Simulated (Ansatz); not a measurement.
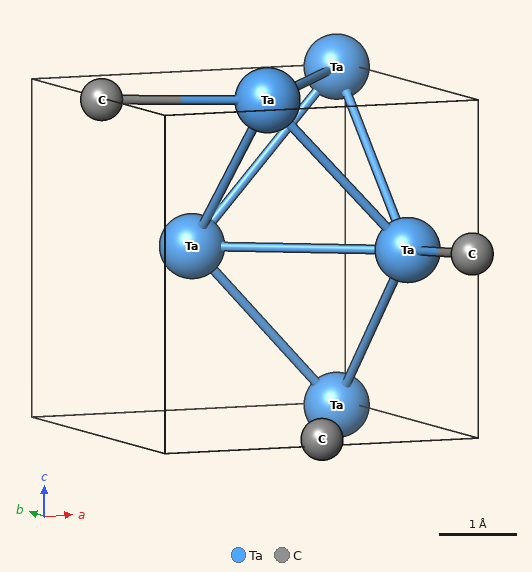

Starting structure of crystalline Ta$_{4}$C$_{3}$ (set up in P1). A ball-and-stick model of the cell of the calculation, seen slightly off an axis.

Case: all atoms moved at random, sigma 0.1 Å for each component; relaxed back.

Computed with DFT r2SCAN, scalar-relativistic, plane waves, PAW (Ansatz).

Input file:
```yaml
crystal:
  lattice:
    - [4.4247933884, 0.0, 0.0]
    - [0.0, 4.4247933884, 0.0]
    - [0.0, 0.0, 4.4247933884]
  atoms:
    - { symbol: Ta, position: [-0.014216482, 0.4983860691, 0.5030587686] }
    - { symbol: Ta, position: [0.5005211631, -0.0240983938, 0.4852389422] }
    - { symbol: Ta, position: [0.538866092, 0.499063749, -0.0337157949] }
    - { symbol: Ta, position: [-0.0349795915, -0.0164683508, -0.0061847518] }
    - { symbol: C, position: [0.505480438, 0.01025132, 0.0180010982] }
    - { symbol: C, position: [0.0170179676, 0.5161601346, -0.0097378858] }
    - { symbol: C, position: [-0.0126895872, 0.0167054719, 0.5433396236] }
basis:
  ecutwfc: 500
kpoints:
  mp_grid: { grid: [8, 8, 8] }
hamiltonian:
  xc: r2scan
scf:
  occupations: { method: gaussian, width: 0.15 }
output:
  forces: true
  stress: true
  eigenvalues: true
relax:
  adjacent_minimum: "off"
  f_tol: 0.01
  max_steps: 80
  cell: { stress_tol: 0.1 }
```

Launched with:
```bash
ansatz run input.yaml --threads 2 --pin off --max-ram 5120MiB --backend cpu --events-out ev --progress --plain --runs-dir out
```

> Where does the relaxation end?

After 3 accepted moves (4 points after the start) the energy has fallen by 208 meV per atom. The largest force component goes from 3.8 to 0.0081 eV/Å. Pressure: 8.43 GPa at the start and 0.01 GPa at the end. At 1 point the geometry stayed and the basis and grid were re-selected for the new cell (energy shift of less than 0.05 meV per atom at most each time). The largest move is that of Ta3, 0.23 Å along [−1 0 1]. By element the largest moves are Ta 0.23 Å, C 0.21 Å. The cell doesn't change. Some distances before and after: Ta3–Ta4 3.415 → 3.129 Å, Ta1–Ta3 3.410 → 3.129 Å, Ta1–Ta3 (another image) 2.848 → 3.129 Å, Ta3–Ta4 (another image) 2.858 → 3.129 Å. Bond angles that change, for instance: Ta2–C7–Ta2 163.8° → 180.0°, Ta3–C5–Ta3 166.0° → 180.0°, Ta4–C6–Ta4 168.0° → 180.0°. The space group (tolerance 0.01 Å) goes from P1 (No. 1) to Pm-3m (No. 221).

After the run, drawn alike:

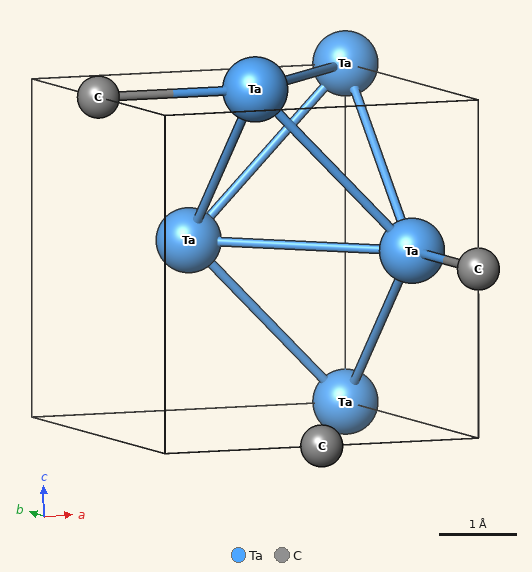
